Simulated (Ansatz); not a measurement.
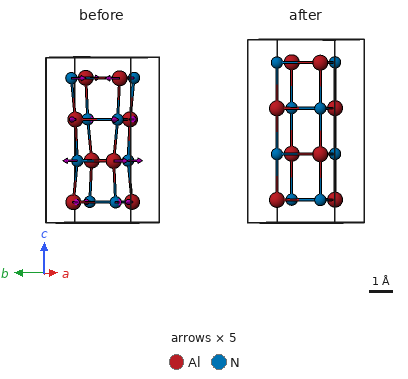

The structure of a crystal of AlN (a generated structure, set up in I-42d) (coarse preliminary run) before (left) and after (right) a relaxation, at one scale. The purple arrows give the displacements (the part carried along by the change of the cell is left out), magnified 5 times.

The picture is a ball-and-stick view of the conventional cell (2 times the calculation's cell), seen from a free direction. Lengths and directions refer to the drawn axes.

The calculation used DFT PBE, scalar-relativistic, plane waves, PAW (Ansatz). (plane-wave cutoff 420 eV; k-point mesh 6 × 6 × 6; occupations gaussian; smearing width 0.1 eV; no spin polarisation; cell and atoms relaxed; force threshold 0.04 eV/Å; at most 70 steps)

> Describe what moved and what it gained.

The largest moves relative to the cell, 0.14 Å, are those of Al and N atoms. By element the largest moves are N 0.14 Å, Al 0.14 Å. The drawn cell changes as follows: a = b 3.971 → 4.071 Å (+2.5 %), c 7.347 → 8.139 Å (+10.8 %); the volume changes by +16.4 %. Some distances before and after: Al–N 1.707 → 2.035 Å, Al–N 2.264 → 2.035 Å, Al–N 1.847 → 2.035 Å, Al–N 1.986 → 2.035 Å. Bond angles that change, for instance: N–Al–N 171.3° → 180.0°, Al–N–Al 171.3° → 180.0°, Al–N–Al 85.7° → 90.0°. The space group (tolerance 0.01 Å) goes from I-42d (No. 122) to Fm-3m (No. 225). The energy falls by 529 meV per atom in 6 accepted moves (8 points after the start). Largest force component: 5.5 eV/Å at the start, 0.00025 eV/Å at the end. The pressure goes from 76.18 to 0.00 GPa. At 2 points the geometry stayed and the basis and grid were re-selected for the new cell (energy shift of 12.1 meV per atom at most each time). Cost: 51 s on 1 thread of Arm Neoverse V1 (shared host), peak memory 0.34 GiB.
